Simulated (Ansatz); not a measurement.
Run report: Ni, single-point calculation

Ni (slab, 5 atoms in the cell), computed with DFT, PBEsol, PAW with Ansatz's default frozen-core files, scalar-relativistic, spin-polarised (Ansatz 0.2.0).

It belongs to a series of runs on one base structure; here: no images along the normal, PAW files. Figures and captions count atoms from 1; the log counts them from 0 in places.

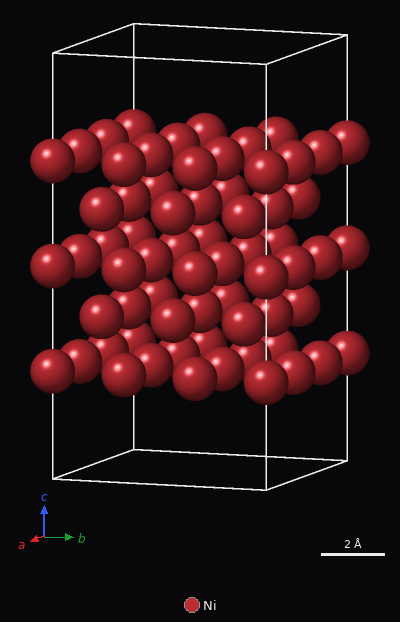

The input geometry (spheres-only view of the 3 × 3 repeat of the cell, with the vacuum cut short, seen slightly off an axis).

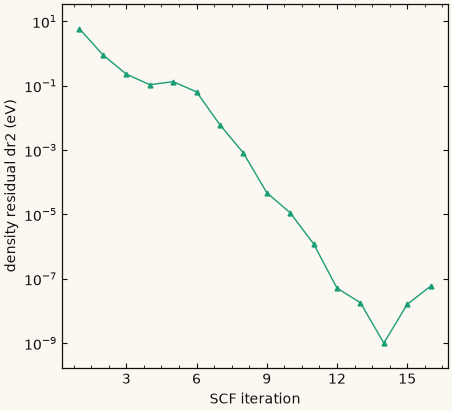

Convergence of the self-consistent field: density residual dr2 against the SCF iteration. The residual falls unevenly and jumps up by a factor of two or more 2 times on the way down.

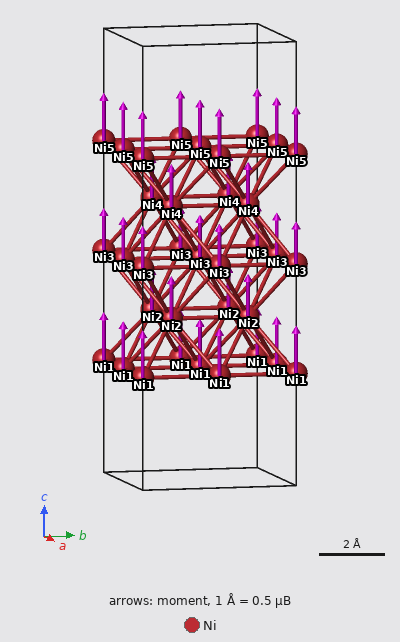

Magnetic moments of the sites as pink arrows (ball-and-stick view of the 2 × 2 repeat of the cell, with the vacuum cut short, seen slightly off an axis; atoms are numbered from 1 in the order of the input); small moments hardly show. The run is collinear, so the axis drawn is arbitrary. Site moments: Ni1, Ni5 (0.75 μB); Ni2, Ni3, Ni4 (0.66 μB). They are counted near the atoms and needn't add up to the moment of the cell.

The input and output of the run follow.

Input file:
```yaml
crystal:
  lattice:
    - [2.4496600307, 0.0, 0.0]
    - [0.0, 2.4496600307, 0.0]
    - [0.0, 0.0, 22.9287]
  atoms:
    - { symbol: Ni, position: [0.0, 0.0, 0.3509781962], spin: 1.0 }
    - { symbol: Ni, position: [0.5, 0.5, 0.4238870205], spin: 1.0 }
    - { symbol: Ni, position: [0.0, 0.0, 0.4999999194], spin: 1.0 }
    - { symbol: Ni, position: [0.5, 0.5, 0.5761129745], spin: 1.0 }
    - { symbol: Ni, position: [0.0, 0.0, 0.6490218893], spin: 1.0 }
  periodic: [true, true, false]
magnetization:
  spin_polarized: true
kpoints:
  mp_grid: { grid: [17, 17, 1] }
scf:
  occupations: { method: fermi_dirac, width: 0.1 }
hamiltonian:
  xc: pbesol
  pseudopotentials: { kind: paw }
output:
  forces: true
  stress: true
  eigenvalues: true
```

Run as:
```bash
ansatz run input.yaml --threads 3 --pin off --max-ram 9216MiB --backend cpu --events-out ev --progress --plain --runs-dir out
```

Log:
```
Warning: crystal.periodic: the lattice vector that does not repeat stood 0.000° off the slab's normal, 22.929 Å along it as the deck builds it. The run solves the slab on a vector along the normal, 37.468 Å long, with every atom where it was (on the deck's vector they left 16.09 Å outside them, and the widest stretch free of ions among them is 1.75 Å). A fractional position that the run reports is one of the run's cell, which starts as this one, and not of the deck's: it goes into a deck with that cell's vectors. The slab on that cell runs as it stands in a deck that lists each atom with its symbol and moment, types crystal.periodic and leaves out crystal.checkpoint, crystal.saddle_side, crystal.structure_sha256, crystal.space_group, crystal.setting, crystal.reduce_to_primitive, crystal.supercell, crystal.defects and each atom's wyckoff. Where those keys changed the vectors of the plane, lay the indices of each lattice_plane and lattice_line anew on these rows. Along the normal they count this vector already. An outside_sphere can name other atoms there (type this run's as sites). In the order of the run's atom list the slab is: crystal.lattice: [[2.4496600307, 0.0, 0.0], [0.0, 2.4496600307, 0.0], [0.0, 0.0, 37.46750885196394]]; position: [0.0, 0.0, 0.21478539710251146]; position: [0.5, 0.5, 0.2594028432832117]; position: [0.0, 0.0, 0.3059810620781598]; position: [0.5, 0.5, 0.35255937646160707]; position: [0.0, 0.0, 0.39717687802488844];
Warning: the atoms were moved onto the symmetric positions of the space group found under crystal.symmetry.tolerance 1.0e-5 (fractional; no operation is sought that the atoms, as they stand in a round, miss by more than twice it, and no atom is moved by as much as it), and the run uses the moved positions. Before a round's move an operation carried an atom to 3.70e-6 Å from where it should land, the largest such distance. Atom 2 (counting from 0) moved farthest, by 1.85e-6 Å; the longest move in fractions of the cell, of whichever atom, is 4.9e-3 of the tolerance, in 1 round. To run the atoms as typed, lower crystal.symmetry.tolerance until the operations that they miss are no longer found, or set crystal.symmetry.detect: false (a key that needs symmetry detection or time reversal refuses this as the deck is read). The cell that the run holds for the slab and the positions used, fractions of it, in the order of the run's atom list, to be typed as slab_cell_height_set says: crystal.lattice: [[2.4496600307, 0.0, 0.0], [0.0, 2.4496600307, 0.0], [0.0, 0.0, 37.46750885196394]]; position: [0.0, 0.0, 0.2147853709288872]; position: [0.5, 0.5, 0.259402844800878]; position: [0.0, 0.0, 0.30598111139007567]; position: [0.5, 0.5, 0.35255937797927334]; position: [0.0, 0.0, 0.39717685185126417];
crystal.periodic: the lattice vector that does not repeat stood 0.000° off the slab's normal, 22.929 Å along it as the deck builds it. The run solves the slab on a vector along the normal, 37.468 Å long, with every atom where it was (on the deck's vector they left 16.09 Å outside them, and the widest stretch free of ions among them is 1.75 Å). A fractional position that the run reports is one of the run's cell, which starts as this one, and not of the deck's: it goes into a deck with that cell's vectors. The slab on that cell runs as it stands in a deck that lists each atom with its symbol and moment, types crystal.periodic and leaves out crystal.checkpoint, crystal.saddle_side, crystal.structure_sha256, crystal.space_group, crystal.setting, crystal.reduce_to_primitive, crystal.supercell, crystal.defects and each atom's wyckoff. Where those keys changed the vectors of the plane, lay the indices of each lattice_plane and lattice_line anew on these rows. Along the normal they count this vector already. An outside_sphere can name other atoms there (type this run's as sites). In the order of the run's atom list the slab is: crystal.lattice: [[2.4496600307, 0.0, 0.0], [0.0, 2.4496600307, 0.0], [0.0, 0.0, 37.46750885196394]]; position: [0.0, 0.0, 0.21478539710251146]; position: [0.5, 0.5, 0.2594028432832117]; position: [0.0, 0.0, 0.3059810620781598]; position: [0.5, 0.5, 0.35255937646160707]; position: [0.0, 0.0, 0.39717687802488844];
Engine: ansatz 0.2.0, aarch64-unknown-linux-gnu
Pseudopotentials: kind: paw
Pseudopotential: Ni, paw, valence charge 18, recommended cutoff 420 eV (normal), Ni.paw.azcp
Functional definition: PBEsol
  exchange = pbesol_x
  correlation = pbesol_c
Crystal: 5 atoms, lattice volume = 224.836 Å³
Basis set: ecut = 420 eV, 4269 PW (Γ), exchange–correlation on 36×36×512 points (8 copies of the dense FFT grid, shifted against one another)
Bands: 57, of which v1, the nominal top of the filled ones, is band 45 counted from 1 (44 counted from 0)
Symmetry: 16 space group operations
Space group: P4/mmm (ITA 123), of the structure as read, at distance tolerance 6.1e-5 Å
Magnetic group: BNS 123.339 (UNI 999), of the structure as read, at distance tolerance 6.1e-5 Å
k-points: 45 of 289
Non-local potential: Ni, projectors of the file, l = 0: 3, l = 1: 2, l = 2: 3, l = 3: 1
PAW form: soft (Blöchl's): semilocal exchange-correlation on the pseudo side does not see the compensation charge
PAW frozen core: Ni, regenerated for the run's functional, and the local potential with it (the file was generated under x = pbe(κ = 0.804, μ = 0.2195149727645171), c = pbe(β = 0.06672455060314922))
PAW one-centre angular grid: Ni, 590 points (default); XC on 64 Gauss nodes
Initial density: superposition of atomic densities (neutral atoms: chi_scale 0, normalization atom)
Starting moments: Σ|m| = 5 μB on 5 of 5 sites
Initial wavefunctions: pseudopotential atomic-orbital guess
Functional: x = pbesol(κ = 0.804, μ = 0.12345679012345678), c = pbesol(β = 0.046)
SCF iter   1: F=—  HF=-29018.872611 eV  |F-HF|=—  |Δ(HF+E_count)|=         —  Δρ=2.24e-2 (↑2.15e-2 ↓2.24e-2)  dr2=5.88e0  dr2_m=1.27e-1  M=4.321 μB ∫|m|=4.534 μB  β_m=0.30  ethr=3.10e-3  ⟨swp⟩=19.4  Hψ=40492  notcnv=0  defer=93
Mixer restart at iter 1: flushing history
preconditioner: auto → LDOS  [metal: Δε(μ)=0.014 eV  Ē_g=7.886 eV  σ=0.100 eV  W_gap=0.03  n_scr=26 (ndim 8)  ℏωp=17.5 eV  f_vac=0.721  D(μ)=8.27/eV (n_scr^D=42)]
spin=Collinear: LDOS preconditioning applied to the charge; magnetization (m = ρ↑ − ρ↓) channel mixes plain (no charge-response kernel on spin).
SCF iter   2: F=—  HF=-29018.527609 eV  |F-HF|=—  |Δ(HF+E_count)|=   3.45e-1  Δρ=1.51e-2 (↑8.74e-3 ↓1.51e-2)  dr2=9.15e-1  dr2_m=6.51e-2  M=4.000 μB ∫|m|=4.261 μB  β_m=0.29  ethr=3.10e-3  ⟨swp⟩=3.4  Hψ=10766  notcnv=0  defer=280
SCF iter   3: F=—  HF=-29020.172560 eV  |F-HF|=—  |Δ(HF+E_count)|=    1.64e0  Δρ=8.94e-3 (↑4.01e-3 ↓8.94e-3)  dr2=2.30e-1  dr2_m=4.07e-2  M=3.917 μB ∫|m|=4.212 μB  β_m=0.48  ethr=1.02e-3  ⟨swp⟩=3.1  Hψ=9738  notcnv=0  defer=262
SCF iter   4: F=—  HF=-29022.345905 eV  |F-HF|=—  |Δ(HF+E_count)|=    2.17e0  Δρ=8.92e-3 (↑2.56e-3 ↓8.92e-3)  dr2=1.08e-1  dr2_m=5.24e-2  M=3.604 μB ∫|m|=3.972 μB  β_m=0.74  ethr=2.56e-4  ⟨swp⟩=4.0  Hψ=10927  notcnv=0  defer=262
SCF iter   5: F=—  HF=-29023.021459 eV  |F-HF|=—  |Δ(HF+E_count)|=   6.76e-1  Δρ=7.55e-3 (↑2.15e-3 ↓7.55e-3)  dr2=1.34e-1  dr2_m=1.80e-2  M=3.320 μB ∫|m|=3.729 μB  β_m=0.85  ethr=1.20e-4  ⟨swp⟩=3.5  Hψ=11116  notcnv=0  defer=279
SCF iter   6: F=—  HF=-29022.980523 eV  |F-HF|=—  |Δ(HF+E_count)|=   4.09e-2  Δρ=4.39e-3 (↑2.84e-3 ↓4.39e-3)  dr2=6.46e-2  dr2_m=4.54e-3  M=3.245 μB ∫|m|=3.657 μB  β_m=0.70  ethr=1.20e-4  ⟨swp⟩=2.9  Hψ=11273  notcnv=0  defer=306
SCF iter   7: F=—  HF=-29023.005458 eV  |F-HF|=—  |Δ(HF+E_count)|=   2.49e-2  Δρ=1.69e-3 (↑4.98e-4 ↓1.69e-3)  dr2=6.09e-3  dr2_m=1.08e-3  M=3.299 μB ∫|m|=3.702 μB  β_m=0.60  ethr=7.17e-5  ⟨swp⟩=2.7  Hψ=10161  notcnv=0  defer=306
SCF iter   8: F=—  HF=-29023.004113 eV  |F-HF|=—  |Δ(HF+E_count)|=   1.35e-3  Δρ=5.84e-4 (↑4.31e-4 ↓5.84e-4)  dr2=8.17e-4  dr2_m=1.56e-4  M=3.304 μB ∫|m|=3.707 μB  β_m=0.80  ethr=6.76e-6  ⟨swp⟩=3.3  Hψ=10874  notcnv=0  defer=306
SCF iter   9: F=—  HF=-29023.004562 eV  |F-HF|=—  |Δ(HF+E_count)|=   4.49e-4  Δρ=1.41e-4 (↑9.74e-5 ↓1.41e-4)  dr2=4.75e-5  dr2_m=1.42e-5  M=3.308 μB ∫|m|=3.708 μB  β_m=0.76  ethr=9.08e-7  ⟨swp⟩=3.0  Hψ=10839  notcnv=0  defer=306
SCF iter  10: F=—  HF=-29023.004556 eV  |F-HF|=—  |Δ(HF+E_count)|=   5.41e-6  Δρ=7.56e-5 (↑4.83e-5 ↓7.56e-5)  dr2=1.13e-5  dr2_m=5.77e-6  M=3.310 μB ∫|m|=3.710 μB  β_m=0.77  ethr=5.27e-8  ⟨swp⟩=3.4  Hψ=10987  notcnv=0  defer=306
SCF iter  11: F=—  HF=-29023.004558 eV  |F-HF|=—  |Δ(HF+E_count)|=   1.65e-6  Δρ=2.66e-5 (↑4.45e-6 ↓2.66e-5)  dr2=1.22e-6  dr2_m=3.77e-7  M=3.309 μB ∫|m|=3.709 μB  β_m=0.89  ethr=1.26e-8  ⟨swp⟩=2.8  Hψ=9264  notcnv=0  defer=306
SCF iter  12: F=—  HF=-29023.004558 eV  |F-HF|=—  |Δ(HF+E_count)|=   6.75e-8  Δρ=3.65e-6 (↑2.28e-6 ↓3.65e-6)  dr2=5.15e-8  dr2_m=1.83e-9  M=3.309 μB ∫|m|=3.709 μB  β_m=0.80  ethr=1.36e-9  ⟨swp⟩=3.2  Hψ=10088  notcnv=0  defer=306
iter 13 met the thresholds in force, and the SCF goes on: an eigenvalue changes by 3.79 meV, over its tolerance of 0.50 meV (output.eigenvalues, Limitations)
SCF iter  13: F=-29023.004558 eV  HF=-29023.004558 eV  |F-HF|=7.65e-9  |Δ(HF+E_count)|=   3.26e-8  Δρ=1.85e-6 (↑1.34e-6 ↓1.85e-6)  dr2=1.81e-8  dr2_m=2.83e-9  M=3.309 μB ∫|m|=3.709 μB  β_m=0.71  ethr=5.72e-11  ⟨swp⟩=18.4  Hψ=37258  notcnv=0
iter 14 met the thresholds in force, and the SCF goes on: an eigenvalue changes by 3.04 meV, over its tolerance of 0.50 meV (output.eigenvalues, Limitations)
SCF iter  14: F=-29023.004558 eV  HF=-29023.004558 eV  |F-HF|=2.47e-10  |Δ(HF+E_count)|=   4.43e-9  Δρ=6.18e-7 (↑3.12e-7 ↓6.18e-7)  dr2=1.01e-9  dr2_m=1.88e-10  M=3.310 μB ∫|m|=3.709 μB  β_m=1.00  ethr=2.01e-11  ⟨swp⟩=6.4  Hψ=19251  notcnv=0
Mixer restart at iter 14: flushing history
SCF iter  15: F=-29023.004558 eV  HF=-29023.004558 eV  |F-HF|=1.56e-8  |Δ(HF+E_count)|=   3.89e-9  Δρ=1.26e-6 (↑8.07e-7 ↓1.26e-6)  dr2=1.61e-8  dr2_m=2.78e-10  M=3.310 μB ∫|m|=3.709 μB  β_m=1.00  ethr=1.13e-12  ⟨swp⟩=3.2  Hψ=11665  notcnv=0  κ⁻¹=1.0e0(r=1)
SCF iter  16: F=-29023.004558 eV  HF=-29023.004558 eV  |F-HF|=5.80e-8  |Δ(HF+E_count)|=  3.27e-10  Δρ=3.10e-6 (↑7.53e-7 ↓3.10e-6)  dr2=5.92e-8  dr2_m=3.02e-9  M=3.310 μB ∫|m|=3.709 μB  ethr=1.13e-12  ⟨swp⟩=4.5  Hψ=20790  notcnv=0
SCF 1 converged in 16 iterations: F = -29023.004558 eV  dr2 = 5.92e-8
  greatest PAW one-centre occupation: 1.001 electrons in one spin orbital (limit 2), on the Ni atom at site 4 (counted from 0), in its partial waves of l = 1
SCF converged after 16 iterations
an eigenvalue changed by more than its tolerance at an iteration that met the thresholds in force, so the SCF went on 2 times, its first undamped step at iteration 14: the last check found none over its tolerance
Magnetization: 3.3095 μB (46.6548 up, 43.3452 down)
Absolute magnetization: 3.7123 μB (∫|ρ↑−ρ↓|, with the PAW one-centre terms)
Spin contamination: 0.0402 ħ² per cell (⟨S²⟩ above its minimum at these occupations)
Per-site moments (μB) at R_I (Å): [(0.7468987198992745, 0.9930046911448189), (0.6643965193056749, 0.9930046911448189), (0.6609545506679293, 1.01048476266375), (0.6643965193056742, 0.9930046911448195), (0.7468987198992734, 0.9930046911448195)]
Free energy (F): -29023.004558 eV
Harris-Foulkes:  -29023.004558 eV  (|F-HF|=5.80e-8)
Internal energy: -29022.727203 eV  (E = F + TS)
E sigma→0 (E₀):  -29022.865881 eV
Entropy (-TS):   -0.277355 eV (-55.471 meV/atom)
Fermi energy:    -5.054939 eV
--- Per-component energies (eV) ---
  E_band       = -3499.618058
  E_kinetic    = 1413.371454
  E_local      = -816376.158935  (includes V_loc(G=0)·N_el)
  E_nonlocal   = 3187.508768
  E_hartree    = 405720.772333
  E_xc         = -420.396737
  E_vxc        = -543.956234  (∫ρ·V_xc dr)
  E_paw        = -7977.377698  (= ΣΔE_a)
  E_vpaw       = -2621.821038  (= ΣTr[D̂ρ^β])
  E_aug_tail   = 0.002503  (compensation charges beyond the density's cutoff)
  E_ewald      = 385428.564666
  E_core_change = 0.986444  (= ΣΔE_core)
  E_smearing   = -0.277355  (= −TS)
  E_closure    = 0.000000  (closes the sum)
  Σ components = -29023.004558   (vs F -29023.004558, Δ=0.00e0)
--- Forces (eV/Å), atoms counted from 1 ---
  atom   1  Ni     0.00000000     0.00000000     0.00012791
  atom   2  Ni     0.00000000     0.00000000    -0.00014543
  atom   3  Ni     0.00000000     0.00000000     0.00000000
  atom   4  Ni     0.00000000     0.00000000     0.00014543
  atom   5  Ni     0.00000000     0.00000000    -0.00012791
  max |Σ_I F_I| component: 1.18e-29 eV/Å
--- 2D stress c σ (N/m, compression-positive) ---
       -4.537678       0.000000       0.000000
        0.000000      -4.537678       0.000000
        0.000000       0.000000       0.000000
  P = ½ c Tr σ = -4.5377 N/m
--- Band table (eV; the first three rows and the last of 90) ---
  k-point 0 ↑: bands = ["-108.5094", "-108.5048", "-108.4288", "-108.1527", "-108.1527", "-69.1094", "-69.0574", "-68.9685", "-68.9685", "-68.9563", "-68.9563", "-68.9251", "-68.8694", "-68.8694", "-68.6743", "-68.6743", "-68.6742", "-68.6742", "-68.5601", "-68.5596", "-14.1193", "-12.9064", "-11.1310", "-9.9647", "-9.9343", "-9.4064", "-9.0522", "-8.4502", "-7.8982", "-7.6540", "-7.4912", "-7.4912", "-7.1172", "-7.1172", "-6.9364", "-6.6132", "-6.4467", "-6.4467", "-6.4135", "-6.3642", "-6.3264", "-6.1939", "-5.8730", "-5.8453", "-5.8453", "-5.6685", "-5.5924", "-5.5434", "-5.5434", "-4.5140", "-3.1854", "-0.0890 (-0.1264°)", "-0.0114 (-0.0699°)", "0.9370", "1.0154", "2.5310", "2.6720"]
  k-point 1 ↑: bands = ["-108.5088", "-108.5043", "-108.4285", "-108.1522", "-108.1522", "-69.1080", "-69.0580", "-68.9727", "-68.9677", "-68.9645", "-68.9558", "-68.9225", "-68.8737", "-68.8694", "-68.6787", "-68.6786", "-68.6740", "-68.6739", "-68.5596", "-68.5592", "-14.0274", "-12.8201", "-11.0553", "-9.8999", "-9.8800", "-9.3758", "-9.0273", "-8.4364", "-7.8945", "-7.6305", "-7.5014", "-7.4780", "-7.2288", "-7.1236", "-6.8136", "-6.7834", "-6.5786", "-6.5125", "-6.4085", "-6.3495", "-6.1616", "-6.0547", "-5.9995", "-5.9826", "-5.7646", "-5.7065", "-5.6714", "-5.6125", "-5.5294", "-4.2893", "-2.9370", "-0.0023 (-0.0396°)", "0.0807 (0.0204°)", "1.0226", "1.1058", "2.6130", "2.7610"]
  k-point 2 ↑: bands = ["-108.5069", "-108.5028", "-108.4276", "-108.1510", "-108.1510", "-69.1039", "-69.0603", "-68.9848", "-68.9835", "-68.9653", "-68.9544", "-68.9191", "-68.8858", "-68.8693", "-68.6913", "-68.6911", "-68.6732", "-68.6732", "-68.5583", "-68.5581", "-13.7553", "-12.5668", "-10.8406", "-9.7268", "-9.7224", "-9.2853", "-8.9487", "-8.3897", "-7.8931", "-7.5688", "-7.5197", "-7.4407", "-7.3673", "-7.1452", "-7.0987", "-6.6854", "-6.6503", "-6.5362", "-6.4242", "-6.3907", "-6.2349", "-6.1654", "-6.1350", "-6.1027", "-5.7664", "-5.7648", "-5.6172", "-5.5231", "-5.4975", "-3.7876", "-2.3365", "0.2570 (0.2199°)", "0.3567 (0.2909°)", "1.2784", "1.3769", "2.8576", "3.0279"]
  k-point 44 ↓: bands = ["-107.6464", "-107.6463", "-107.5808", "-107.2183", "-107.2183", "-68.3052", "-68.3050", "-68.2784", "-68.2776", "-68.2149", "-68.2116", "-68.1814", "-68.1794", "-68.1382", "-67.8957", "-67.8957", "-67.8955", "-67.8955", "-67.6938", "-67.6938", "-9.4954", "-9.3783", "-9.0242", "-8.7702", "-8.7676", "-8.5809", "-8.3149", "-8.2759", "-8.2718", "-7.3746", "-7.3609", "-6.1835", "-6.1659", "-5.6042", "-5.5029", "-5.1649", "-5.0977", "-5.0517", "-5.0463", "-4.9379", "-4.7577", "-4.7316", "-4.6412", "-4.4257", "-4.4031", "-2.0345", "-1.6452", "-0.1259", "0.2827", "2.2638", "2.8163", "4.6271", "4.9044", "5.2440", "5.4949", "5.5461", "5.8689"]
  ° read free of the cell's end (the report's vacuum.weakly_bound_levels)
```

Summary:

| quantity | value |
| --- | --- |
| outcome | converged |
| electrons treated | 90 |
| free energy | −29023.0046 eV |
| Fermi energy | −5.055 eV |
| net moment of the cell | 3.31 μB |
| integrated absolute moment | 3.71 μB |
| largest force (length of the vector) | under 0.001 eV/Å |
| hardware | 3 threads of Arm Neoverse V2, 128 GiB of memory available, shared host |
| wall time | 67 s (CPU time 2.7 min) |
| peak memory | 1.1 GiB |

The program warns: the structure was made exactly symmetric.
